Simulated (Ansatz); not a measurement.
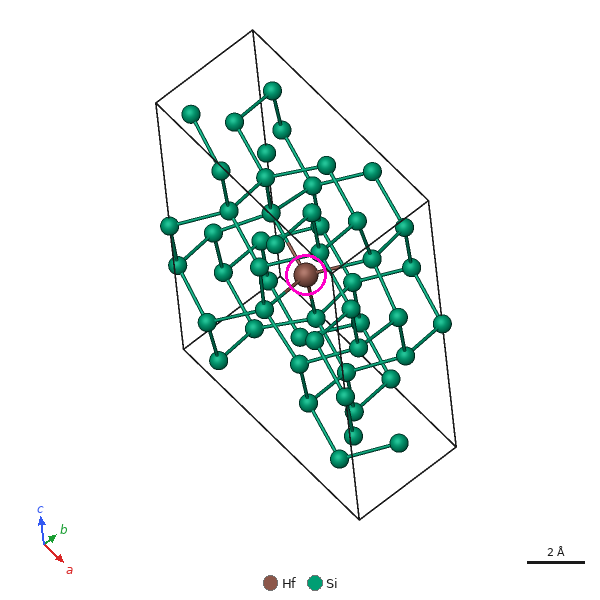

Drawn in the ball-and-stick manner and seen slightly off an axis. The lines enclose the supercell; boundary atoms appear with their images. The host is Si, in a cell of 40 sites, and the cell carries a charge of +1. A ring marks the defect's site.

> Where does the cell differ from the host, and how?

Hafnium on a silicon site (a substitutional impurity). It is bonded to four Si in a tetrahedral arrangement at about 2.6 Å.

The calculation used DFT PBE, scalar-relativistic, plane waves, PAW (Ansatz), with a basis cut at 420 eV, k-mesh 2×2×2, Gaussian smearing of 0.01 eV, collinear spins.

> Does the calculation give a net moment?

Yes, 0.2 μB in the cell.

The atoms were relaxed in the host's cell with Ansatz 0.2.0, DFT PBE, scalar-relativistic, plane waves, PAW.
